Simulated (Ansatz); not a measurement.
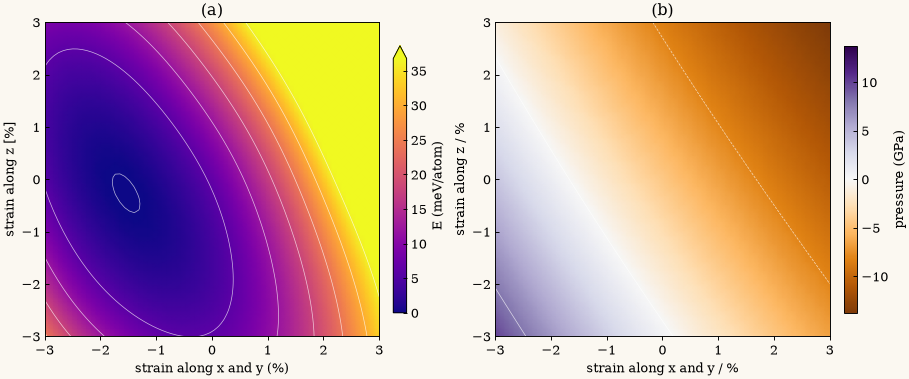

TiSi (Cmmm, No. 65; 2 atoms in the cell). The cell is strained homogeneously, by one strain along x and y and another along z, with fractional coordinates fixed (x along [1 0 0], z along [0 0 1] of the conventional cell). Coordinates scanned: (1) strain along x and y; (2) strain along z. The scan uses a 5 × 5 grid. Energies are in meV/atom, from the lowest grid point. The reference cell is the one listed in the database, not relaxed at this level. All numbers below come from DFT PBEsol, scalar-relativistic, plane waves, PAW in Ansatz. Settings: cutoff 420 eV, k-mesh 18×18×12 in the order of the run's cell vectors, gaussian smearing 0.15 eV, no spin polarisation.

Panel (a) is the energy and panel (b) the computed pressure on the same grid.

Drawn: a smooth colour map with a few white contour lines, one colour for all values above the top of the scale. Between grid points the surface is interpolated.

> How does the pressure vary over the map, and what is it at the lowest grid point?

It runs from −13.7 GPa at strain along x and y = 3.0 %, strain along z = 3.0 % to 10.0 GPa at strain along x and y = −3.0 %, strain along z = −3.0 %. At the lowest grid point, strain along x and y = −1.5 %, strain along z = 0.0 %, it is −0.5 GPa.
